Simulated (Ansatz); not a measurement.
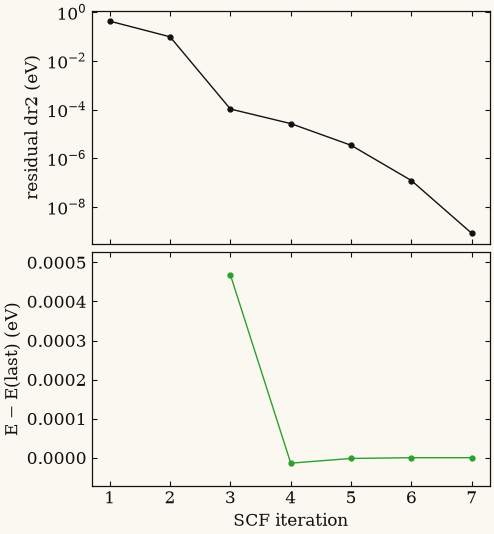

The plot shows the SCF iterations of a calculation: density residual dr2, Harris–Foulkes energy less its last value. The starting density is a sum of atomic densities corrected by a trained network. The first two energies lie far off the scale and aren't drawn.

Sn (1 atom in the cell), run with Ansatz.

```
crystal:
  lattice:
    - [-1.113525, 1.113525, 2.01034067]
    - [1.113525, -1.113525, 2.01034067]
    - [1.113525, 1.113525, -2.01034067]
  atoms:
    - { symbol: Sn, position: [0.0, 0.0, 0.0] }
basis:
  ecutwfc: 420
kpoints:
  mp_grid: { grid: [20, 20, 20] }
hamiltonian:
  xc: pbe
scf:
  occupations: { method: gaussian, width: 0.15 }
  max_iter: 50
output:
  forces: true
  eigenvalues: true
  stress: true
```

Launched with:
```bash
ansatz run input.yaml --threads 1 --pin off --max-ram 2560MiB --backend cpu --events-out ev --progress --plain --runs-dir out
```

**Did the calculation converge?**

The run converged; it took 7 iterations. The residual falls at every step.

**Is anything amiss with this input?**

The input holds a fault (a lattice far too small). The SCF closed all the same, which doesn't make the results meaningful for the real system.
